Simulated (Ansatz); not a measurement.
## Single-point calculation, with input and output: Au

- system: Au (slab, 5 atoms in the cell)
- method: DFT PBEsol, scalar-relativistic, plane waves, PAW, no spin polarisation (Ansatz 0.2.0)

It belongs to a series of runs on one base structure; here: (1 0 0) slab cut from the bulk. Figures and captions count atoms from 1; the log counts them from 0 in places.

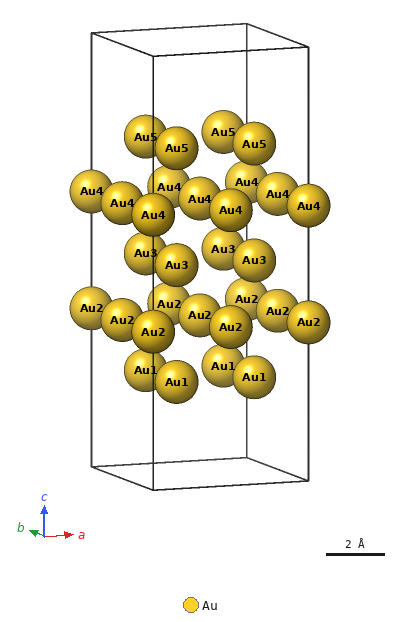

Fig. 1: The structure (spheres-only view of the 2 × 2 repeat of the cell, with the vacuum cut short, seen slightly off an axis; atoms are numbered from 1 in the order of the input).

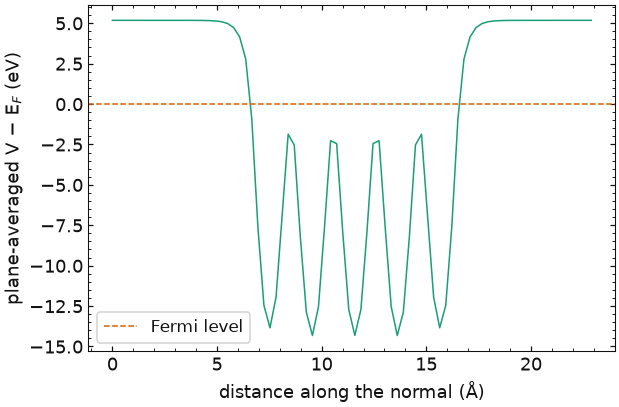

Fig. 2: Plane average of the electrostatic potential energy of an electron across the cell, from the Fermi level. The vacuum level lies 5.18 eV above the Fermi level.

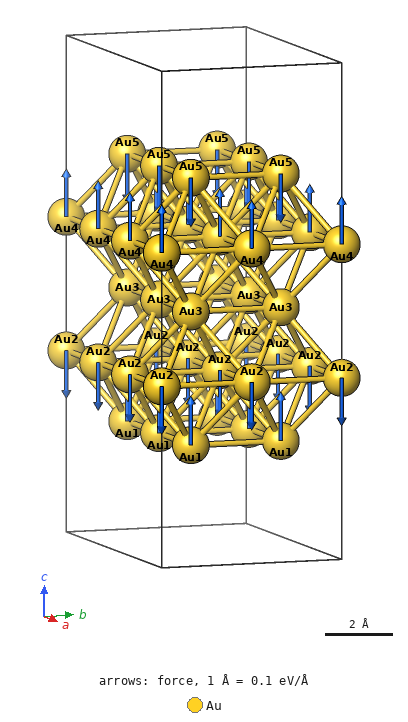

Fig. 3: Forces on the atoms as blue arrows (ball-and-stick view of the 3 × 2 repeat of the cell, with the vacuum cut short, seen slightly off an axis; atoms are numbered from 1 in the order of the input). The largest act on Au1, Au2, Au4, Au5 (0.15 eV/Å). The geometry is not a stationary point of this energy.

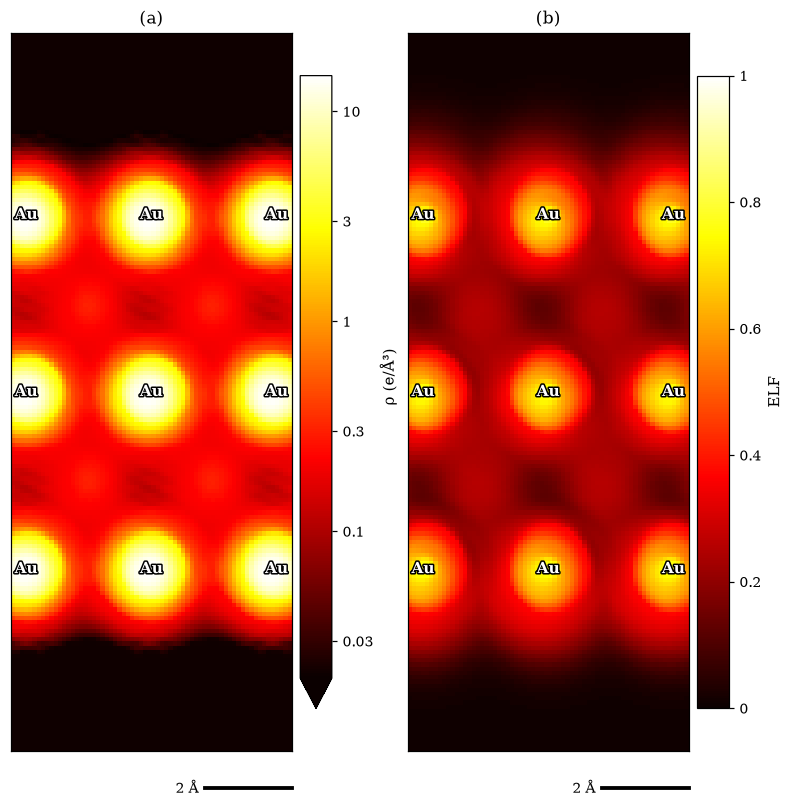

Fig. 4: (a) valence electron density; (b) ELF on the (100) plane of the calculation cell, a cut from vacuum to vacuum. Atoms in the plane: Au. Au–Au (2.89 Å): ρ at the midpoint is about 0.27 e/Å³; the ELF is about 0.25 at the midpoint (no localised pair between them). The density dies away to nearly zero in the vacuum. The strong features right at Au lie inside the PAW spheres (semicore, d or f shells) and say nothing about bonding. Core electrons are frozen (PAW), so the fields are smoothed inside the atomic spheres.

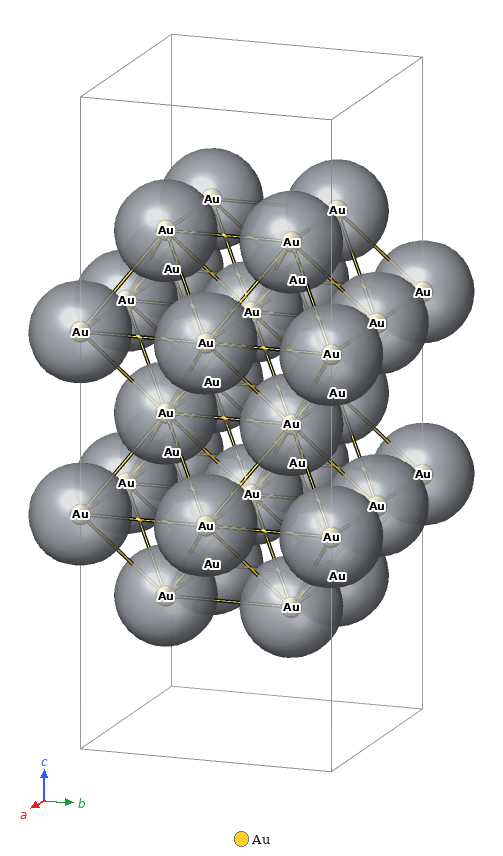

Fig. 5: Isosurface of the valence charge density (pseudo) at 0.5 e/Å³ (grey), seen slightly off an axis. Sticks mark near contacts. At this value the density breaks into separate islands; it holds about 85 % of the electrons treated as valence (semicore included). It is pinched off along the Au–Au (2.89 Å) contacts. On the grid the lowest density along these lines, outside the cores, is 0.28 e/Å³ (Au–Au, 2.89 Å).

These pictures come from the run below.

### The input
```yaml
crystal:
  lattice:
    - [2.8876514431, 0.0, 0.0]
    - [0.0, 2.8876514431, 0.0]
    - [0.0, 0.0, 23.1675116685]
  atoms:
    - { symbol: Au, position: [0.5, 0.5, 0.3237291992] }
    - { symbol: Au, position: [0.0, 0.0, 0.4118645996] }
    - { symbol: Au, position: [0.5, 0.5, 0.5] }
    - { symbol: Au, position: [0.0, 0.0, 0.5881354004] }
    - { symbol: Au, position: [0.5, 0.5, 0.6762708008] }
basis:
  ecutwfc: 420
kpoints:
  mp_grid: { grid: [12, 12, 1] }
hamiltonian:
  xc: pbesol
scf:
  occupations: { method: gaussian, width: 0.1 }
output:
  forces: true
  eigenvalues: true
  write_density: true
  write_potential: true
  elf: true
  volumetric_format: npy
efield:
  axis: 3
  dipole_correction: true
  ramp_width: 0.04
```

Run as:
```bash
ansatz run input.yaml --threads 2 --pin off --max-ram 5120MiB --backend cpu --events-out ev --progress --plain --runs-dir out
```

### What the program printed
```
Engine: ansatz 0.2.0, aarch64-unknown-linux-gnu
Pseudopotentials: kind: paw
Pseudopotential: Au, paw, valence charge 19, recommended cutoff 420 eV (normal), Au.paw.azcp
Functional definition: PBEsol
  exchange = pbesol_x
  correlation = pbesol_c
Crystal: 5 atoms, lattice volume = 193.183 Å³
Basis set: ecut = 420 eV, 3769 PW (Γ), exchange–correlation on 40×40×320 points (8 copies of the dense FFT grid, shifted against one another)
Bands: 57, of which v1, the nominal top of the filled ones, is band 48 counted from 1 (47 counted from 0)
Symmetry: 8 space group operations
k-points: 28 of 144
Non-local potential: Au, projectors of the file, l = 0: 3, l = 1: 2, l = 2: 2, l = 3: 1
PAW form: soft (Blöchl's): semilocal exchange-correlation on the pseudo side does not see the compensation charge
PAW frozen core: Au, regenerated for the run's functional, and the local potential with it (the file was generated under x = pbe(κ = 0.804, μ = 0.2195149727645171), c = pbe(β = 0.06672455060314922))
PAW one-centre angular grid: Au, 590 points (default); XC on 64 Gauss nodes
Initial density: superposition of atomic densities (neutral atoms: chi_scale 0, normalization atom), corrected by the library's trained network
Initial wavefunctions: pseudopotential atomic-orbital guess
Functional: x = pbesol(κ = 0.804, μ = 0.12345679012345678), c = pbesol(β = 0.046)
SCF iter   1: F=—  HF=-65034.272398 eV  |F-HF|=—  |Δ(HF+E_count)|=         —  Δρ=5.61e-3  dr2=4.20e-1  ethr=1.77e-3  p=0.000 e·Å  D=1.98e-13 V/Å  ΔV_dip=-0.00 eV  dr2_dipole=9.16e-8  V_vac-E_F(+/−)=4.81/4.81 eV  ⟨swp⟩=8.3  Hψ=6735  notcnv=0  defer=27
efield: sawtooth ramp at fractional position 0.9800 (placed from the atoms, in the widest stretch of the axis that holds none; the zero of the levels goes with the place), width 0.0400; the density the first Hamiltonian is built on has a dipole p = 0.000 e·Å; the dipole correction subtracts the counter field D = 1.98e-13 V/Å, which shifts the + side's vacuum level by -0.00 eV against the − side's; the planar-averaged density in the ramp window peaks in size at 1.9e-5 e/Å³
preconditioner: auto → LDOS  [metal: Δε(μ)=0.075 eV  Ē_g=8.917 eV  σ=0.100 eV  W_gap=0.38  n_scr=44 (ndim 8)  ℏωp=19.8 eV  f_vac=0.509  D(μ)=1.80/eV (n_scr^D=8)  β→1.0]
SCF iter   2: F=—  HF=-65034.263963 eV  |F-HF|=—  |Δ(HF+E_count)|=   8.44e-3  Δρ=4.88e-3  dr2=9.55e-2  ethr=4.42e-4  p=-0.000 e·Å  D=-2.80e-6 V/Å  ΔV_dip=0.00 eV  dr2_dipole=1.51e-7  V_vac-E_F(+/−)=5.39/5.39 eV  ⟨swp⟩=2.2  Hψ=2604  notcnv=0  defer=93
SCF iter   3: F=—  HF=-65034.246580 eV  |F-HF|=—  |Δ(HF+E_count)|=   1.74e-2  Δρ=9.99e-4  dr2=3.36e-3  ethr=1.01e-4  p=0.000 e·Å  D=6.31e-6 V/Å  ΔV_dip=-0.00 eV  dr2_dipole=2.60e-8  V_vac-E_F(+/−)=5.14/5.14 eV  ⟨swp⟩=2.0  Hψ=2253  notcnv=0  defer=93
SCF iter   4: F=—  HF=-65034.246450 eV  |F-HF|=—  |Δ(HF+E_count)|=   1.30e-4  Δρ=3.45e-4  dr2=3.61e-4  ethr=3.54e-6  p=-0.000 e·Å  D=-1.45e-7 V/Å  ΔV_dip=0.00 eV  dr2_dipole=1.15e-13  V_vac-E_F(+/−)=5.18/5.18 eV  ⟨swp⟩=2.4  Hψ=2865  notcnv=0  defer=93
SCF iter   5: F=—  HF=-65034.246388 eV  |F-HF|=—  |Δ(HF+E_count)|=   6.16e-5  Δρ=8.05e-5  dr2=2.10e-5  ethr=3.80e-7  p=-0.000 e·Å  D=-2.31e-7 V/Å  ΔV_dip=0.00 eV  dr2_dipole=4.18e-12  V_vac-E_F(+/−)=5.18/5.18 eV  ⟨swp⟩=2.5  Hψ=2434  notcnv=0  defer=93
SCF iter   6: F=—  HF=-65034.246347 eV  |F-HF|=—  |Δ(HF+E_count)|=   4.13e-5  Δρ=2.59e-5  dr2=1.11e-6  ethr=2.21e-8  p=0.000 e·Å  D=2.23e-8 V/Å  ΔV_dip=-0.00 eV  dr2_dipole=9.51e-13  V_vac-E_F(+/−)=5.18/5.18 eV  ⟨swp⟩=2.6  Hψ=2437  notcnv=0  defer=88
SCF iter   7: F=—  HF=-65034.246350 eV  |F-HF|=—  |Δ(HF+E_count)|=   2.91e-6  Δρ=7.28e-6  dr2=1.11e-7  ethr=1.05e-10  p=-0.000 e·Å  D=-9.74e-8 V/Å  ΔV_dip=0.00 eV  dr2_dipole=4.42e-13  V_vac-E_F(+/−)=5.18/5.18 eV  ⟨swp⟩=21.2  Hψ=14850  notcnv=0
SCF iter   8: F=-65034.246350 eV  HF=-65034.246350 eV  |F-HF|=4.25e-8  |Δ(HF+E_count)|=   3.22e-7  Δρ=2.09e-6  dr2=5.77e-9  ethr=1.05e-10  p=0.000 e·Å  D=6.13e-9 V/Å  ΔV_dip=-0.00 eV  dr2_dipole=3.41e-13  V_vac-E_F(+/−)=5.18/5.18 eV  ⟨swp⟩=13.8  Hψ=12024  notcnv=0
SCF 1 converged in 8 iterations: F = -65034.246350 eV  dr2 = 5.77e-9
  greatest PAW one-centre occupation: 1.001 electrons in one spin orbital (limit 2), on the Au atom at site 2 (counted from 0), in its partial waves of l = 0
WARN: The output density's exchange-correlation potential varies sharply where the density is thin. Do not read a vacuum level from v_tot or v_xc, or from such a field of the output density. On a cell that repeats whose density bears no net charge and no dipole along the vacuum's axis use v_es (v_loc + v_h of the components); under efield.dipole_correction with no amplitude use v_es + v_field, which holds any external_charges[].barrier, or the levels of the report's work_function block, which leave it out; under a non-zero efield.amplitude the vacuum is tilted and has no level; on a cell that repeats and bears such a dipole with no correction it is tilted too, and efield.dipole_correction with no amplitude gives each side of its ramp a level where efield: is served; in a cell that repeats whose density bears a net charge (total_charge, or a fill off its count) it is curved and has none; of a slab under crystal.periodic whose density bears no net charge use v_es, which has a level on each side, short of where the two are joined; of another it falls or rises all the way out and has none; of a slab beside external_charges read slab_vacuum_level instead, which it has where they leave it neutral. The grid or the basis barely resolves most such structure, and the values can differ between equally converged runs; as a rule a tighter scf.convergence.dr2_threshold does not remove it. Where the density itself ripples (under the LDA too) a higher basis.ecutwfc lessens it. The files hold the spikes' plane waves up to the density's cutoff. Files: v_tot_of_output_density and the like, and their columns of v_z.tsv (output.write_potential); v_xc_of_output_density and the like, and their columns of v_comp_z.tsv (output.write_potential_components). Measured: with its Gaussian average of σ = 0.25 Å subtracted twice, the exchange-correlation potential is over 0.1 eV at 9 of the grid points where the equally averaged density (valence and model cores) is under 1e-3 e/Å³, and 0.355 eV at the most among them, at an averaged density of 1.2e-8 e/Å³. The input density's (outcome.potential() and, of a run that writes arrays, v_tot and v_xc) is over 0.1 eV, so measured, at 63 points of its own thin density, 0.447 eV at the most. See output.write_potential in the manual, Limitations
SCF converged after 8 iterations
Free energy (F): -65034.246350 eV
Harris-Foulkes:  -65034.246350 eV  (|F-HF|=4.25e-8)
Internal energy: -65034.239851 eV  (E = F + TS)
E sigma→0 (E₀):  -65034.243100 eV
Entropy (-TS):   -0.006500 eV (-1.300 meV/atom)
Fermi energy:    6.084120 eV
Dipole field:    D = -0.000001 V/Å  (p = -0.000001 e·Å, saw-weighted, corrected)
Work function:   Φ+ = 5.1764 eV   Φ− = 5.1764 eV
Levels:          The Fermi level and band energies are counted from a zero that moves with the ramp; work functions are not
--- Per-component energies (eV) ---
  E_band       = -2391.204910
  E_kinetic    = 3021.229668
  E_local      = -129342.457968  (includes V_loc(G=0)·N_el)
  E_nonlocal   = 389.175107
  E_hartree    = 63364.786022
  E_xc         = -1129.846393
  E_vxc        = -1368.836688  (∫ρ·V_xc dr)
  E_paw        = -47829.561638  (= ΣΔE_a)
  E_vpaw       = -1819.883916  (= ΣTr[D̂ρ^β])
  E_aug_tail   = 0.007145  (compensation charges beyond the density's cutoff)
  E_efield     = 0.000000  (sawtooth field / dipole correction)
  E_vefield    = 0.000000  (∫n·V_field dr)
  E_ewald      = 46490.880810
  E_core_change = 1.547395  (= ΣΔE_core)
  E_smearing   = -0.006500  (= −TS)
  E_closure    = -0.000000  (closes the sum)
  Σ components = -65034.246350   (vs F -65034.246350, Δ=0.00e0)
--- Forces (eV/Å), atoms counted from 1 ---
  atom   1  Au     0.00000000     0.00000000     0.15224205
  atom   2  Au     0.00000000     0.00000000    -0.14877712
  atom   3  Au     0.00000000     0.00000000     0.00000004
  atom   4  Au    -0.00000000     0.00000000     0.14877696
  atom   5  Au    -0.00000000     0.00000000    -0.15224208
  max |Σ_I F_I| component: 1.61e-7 eV/Å
--- Band table (eV; the first three rows and the last of 28) ---
  k-point 0: bands = ["-99.3969", "-99.3713", "-99.3701", "-98.8404", "-98.8404", "-50.8687", "-50.7834", "-50.7684", "-50.7684", "-50.7255", "-50.7255", "-50.7193", "-50.7044", "-50.7044", "-50.2093", "-50.2093", "-50.2093", "-50.2093", "-50.2009", "-50.2008", "-3.4139", "-2.2613", "-1.0219", "-0.5464", "-0.4941", "-0.3245", "-0.0062", "0.6226", "1.1827", "1.4076", "1.6402", "1.6402", "2.2635", "2.2635", "2.4100", "2.6162", "2.9381", "3.0692", "3.1033", "3.1033", "3.3970", "3.6196", "3.7953", "3.9351", "3.9351", "4.2023", "4.2577", "4.3971", "4.3971", "6.0171", "7.3736", "10.9931", "11.4594", "12.2261", "13.9509", "14.2568", "16.7092"]
  k-point 1: bands = ["-99.3966", "-99.3710", "-99.3699", "-98.8401", "-98.8401", "-50.8666", "-50.7936", "-50.7668", "-50.7654", "-50.7391", "-50.7248", "-50.7143", "-50.7122", "-50.7047", "-50.2169", "-50.2169", "-50.2087", "-50.2087", "-50.2003", "-50.2002", "-3.2579", "-2.1244", "-0.9086", "-0.4450", "-0.3970", "-0.2157", "0.0785", "0.6810", "1.2085", "1.4783", "1.6267", "1.6718", "1.9872", "2.2290", "2.4767", "2.6665", "2.8931", "2.9249", "2.9320", "3.0449", "3.5026", "3.5553", "3.7229", "3.7738", "4.0892", "4.0924", "4.1799", "4.4243", "4.4283", "6.3536", "7.8279", "11.1039", "11.5917", "12.2970", "14.0569", "14.1166", "15.9511"]
  k-point 2: bands = ["-99.3957", "-99.3703", "-99.3694", "-98.8394", "-98.8394", "-50.8616", "-50.8157", "-50.7657", "-50.7623", "-50.7618", "-50.7307", "-50.7230", "-50.7145", "-50.7057", "-50.2375", "-50.2375", "-50.2073", "-50.2073", "-50.1987", "-50.1987", "-2.8128", "-1.7655", "-0.6846", "-0.2338", "-0.0670", "-0.0537", "0.4446", "0.9502", "1.2568", "1.6561", "1.6644", "1.7320", "1.7522", "2.0703", "2.1210", "2.6333", "2.6858", "2.8222", "2.9365", "3.0049", "3.2783", "3.3800", "3.5311", "3.7091", "3.9427", "3.9675", "4.2472", "4.3923", "4.9711", "7.0891", "8.8571", "11.3950", "11.9841", "12.3316", "13.4309", "14.2005", "15.1354"]
  k-point 27: bands = ["-99.3878", "-99.3634", "-99.3634", "-98.8325", "-98.8325", "-50.8871", "-50.8871", "-50.8315", "-50.8315", "-50.7967", "-50.7967", "-50.7853", "-50.7584", "-50.7579", "-50.3129", "-50.3129", "-50.3129", "-50.3129", "-50.1861", "-50.1861", "-0.7294", "-0.6649", "-0.3947", "-0.3947", "-0.1687", "0.3693", "0.3693", "0.3840", "0.6757", "1.4789", "1.4789", "2.8117", "2.8117", "3.1176", "3.3611", "3.7673", "3.9533", "4.0337", "4.0337", "4.0968", "4.4721", "4.4876", "4.4886", "4.9910", "4.9910", "7.9614", "7.9614", "9.8934", "9.8934", "11.0801", "11.0930", "11.6335", "11.7535", "11.9860", "12.0490", "12.0490", "14.0439"]
```

### Results in brief

- outcome: converged
- electrons treated: 95
- free energy: −65034.2464 eV
- work function, top face: 5.18 eV
- work function, bottom face: 5.18 eV
- Fermi energy: 6.084 eV
- gap on the k-point mesh: none (metallic)
- work function (upper face): 5.18 eV
- largest force (length of the vector): 0.152 eV/Å
- hardware: 2 threads of Arm Neoverse V1, 24 GiB of memory available, shared host
- wall time: 24 s (CPU time 47 s)
- peak memory: 0.52 GiB

Warnings of the run: the exchange-correlation potential is rough where the density is thin. Spin–orbit coupling is left out, which matters for Au.
